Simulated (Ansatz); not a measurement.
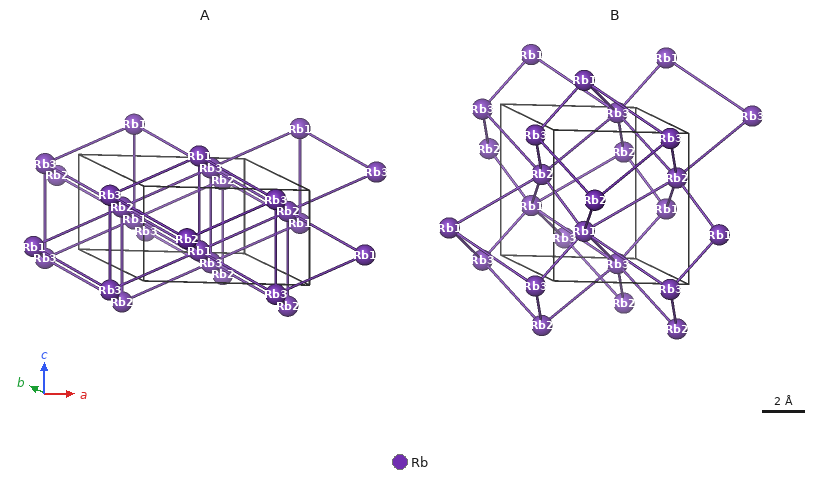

Two geometries of a crystal of Rb (built on the trigonal selenium_152 type) (coarse preliminary run), drawn at one scale. One is the start of a relaxation, the other its converged end. Style: ball-and-stick. Shown: the cell of the calculation, slightly off an axis.

Theory: Ansatz, DFT PBEsol, scalar-relativistic, plane waves, PAW. Set-up: plane-wave cutoff 420 eV; k-point mesh 3 × 3 × 4; occupations gaussian; smearing width 0.1 eV; no spin polarisation; cell and atoms relaxed; force threshold 0.04 eV/Å; at most 70 steps.

**Which one is relaxed?**

Structure A is the relaxed one. Case: trigonal selenium type (P3_121, No. 152). After 11 accepted moves (13 points after the start) the energy has fallen by 318 meV per atom. Largest force component: 0.69 eV/Å at the start, 0.0059 eV/Å at the end. The pressure goes from 0.43 to 0.00 GPa. The line search rejected the trial step at point 11 of the run. The SCF was repeated once at an unchanged geometry on a basis and grid sized afresh for the cell, which shifted the energy by 0.5 meV per atom at most. The largest moves relative to the cell, 0.88 Å, are those of Rb1, Rb2 and Rb3. Rb1 goes along +a. The drawn cell changes as follows: a = b 6.551 → 8.043 Å (+22.8 %), c 7.432 → 4.666 Å (−37.2 %); the volume changes by −5.3 %. Among the contacts that change: Rb1–Rb1 7.432 → 4.666 Å, Rb1–Rb2 3.561 → 4.915 Å, Rb1–Rb2 (another image) 5.155 → 4.889 Å. Among the angles between lasting bonds that change: Rb2–Rb1–Rb3 103.1° → 69.5°, Rb2–Rb1–Rb2 78.9° → 110.7°, Rb2–Rb1–Rb3 99.0° → 69.4°. The space group stays P3_121 (No. 152).
